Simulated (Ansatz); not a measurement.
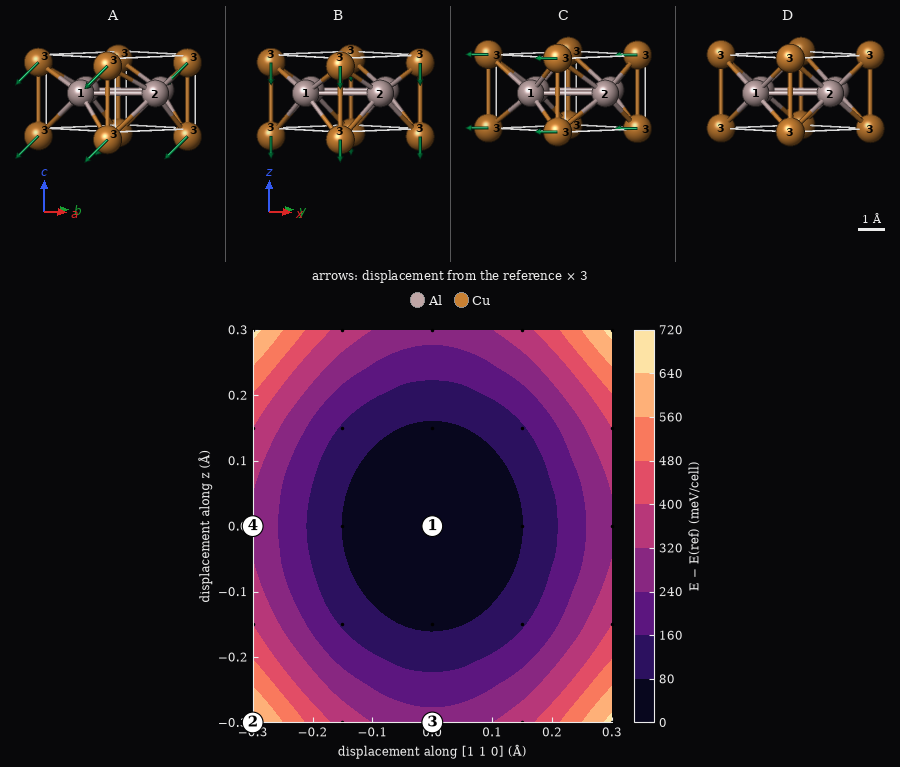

A scan of crystalline Al$_{2}$Cu (P4/mmm): Cu3 (one in each cell of 3 atoms) is moved over the plane of the Cartesian directions [1 1 0] and z, all else fixed. The map is interpolated between the computed points (dots). The frames are shuffled; each belongs to one numbered point. The picture is a ball-and-stick view of the cell of the calculation, seen nearly along the normal of the scanned plane. Green arrows: displacements from the reference.

Computed with DFT PBEsol, scalar-relativistic, plane waves, PAW (Ansatz 0.2.0). Settings: plane-wave cutoff 420 eV; k-point mesh 12 × 12 × 16; occupations gaussian; smearing width 0.15 eV; no spin polarisation. Energies (free energies at the smearing named) are counted from the relaxed crystal.

Which frame belongs to which numbered point?

Answer. Point 1 is frame D, at (0.00, 0.00) and 0 meV/cell; 2 is frame A, at (−0.30, −0.30) and 666 meV/cell; 3 is frame B, at (0.00, −0.30) and 271 meV/cell; 4 is frame C, at (−0.30, 0.00) and 309 meV/cell. In pairs of (displacement along [1 1 0] (Å); displacement along z (Å)): the lowest computed point lies at (0.00, 0.00) (0 meV/cell), the highest at (−0.30, −0.30), (0.30, 0.30), (0.30, −0.30), (−0.30, 0.30) (666 meV/cell).  Over the ranges scanned the energy rises by about as much along both axes.
